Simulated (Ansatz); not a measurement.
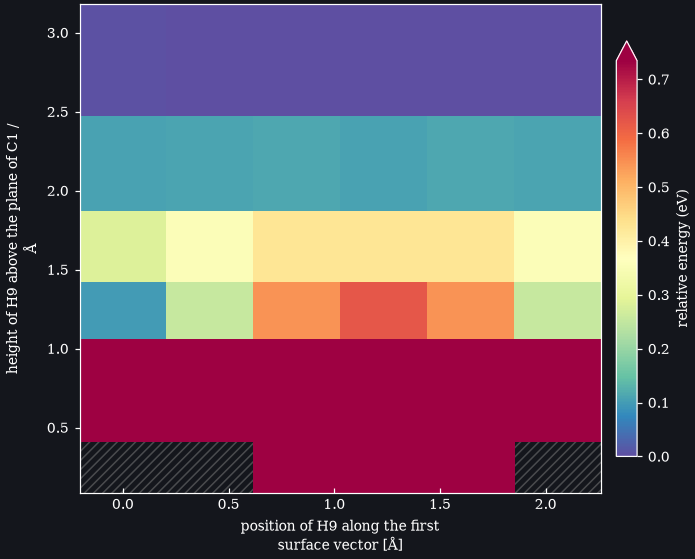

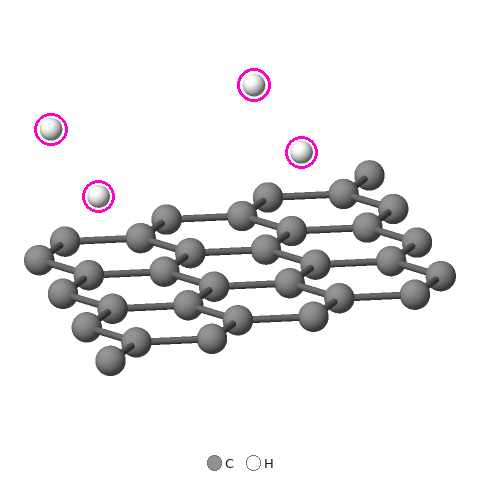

Energy landscape of H on a two-dimensional sheet of C (8 atoms of substrate and one adsorbate in a 2 × 2 cell). H is moved along a line over the surface and along the normal, above a rigid substrate. Coordinates scanned: (1) position of H9 along the first surface vector, from above C1; (2) height of H9 above the plane of C1. The grid has 6 × 7 points; 26 points were computed and 13 follow by symmetry. At 3 points there is no value (left out of the scan, as a rule where atoms come close). Points are written as (first, second). Energies: eV, counted from the lowest grid point. Energies and slopes of some neighbouring points disagree (a jump in structure or state, or too coarse a mesh). Method: DFT PBE+D3(BJ), scalar-relativistic, plane waves, PAW (Ansatz 0.2.0). Settings: cutoff 420 eV, k-mesh 6×6×1, gaussian smearing 0.1 eV, spin-polarised.

The picture shows one coloured cell a grid point, one colour for all values above the top of the scale, hatched blanks where no value was computed. The second picture is the structure at the lowest point; rings mark the moved atoms.

Q: Summarise what can be read from the map.

A: The lowest grid point is at (1.23 Å, 2.83 Å) [nearest 1 C at 2.92 Å]. It lies at the edge of the scanned range, so the true minimum may lie outside. Other grid points that lie below all their neighbours: (0.00 Å, 1.23 Å) [nearest 1 C at 1.23 Å] (0.10 eV higher). The highest grid point, (0.00 Å, 0.58 Å) [nearest 1 C at 0.58 Å], lies 15.4 eV above the lowest.

Each point was launched as `ansatz run input.yaml --threads 1 --pin off --max-ram 3072MiB --backend cpu --events-out ev --progress --plain --runs-dir out`. The whole map (26 points run) took 6 min on 1 thread of AMD EPYC 9R45 96-Core Processor (Zen 5), with other jobs on the host.

PAW datasets: the set soft_1.
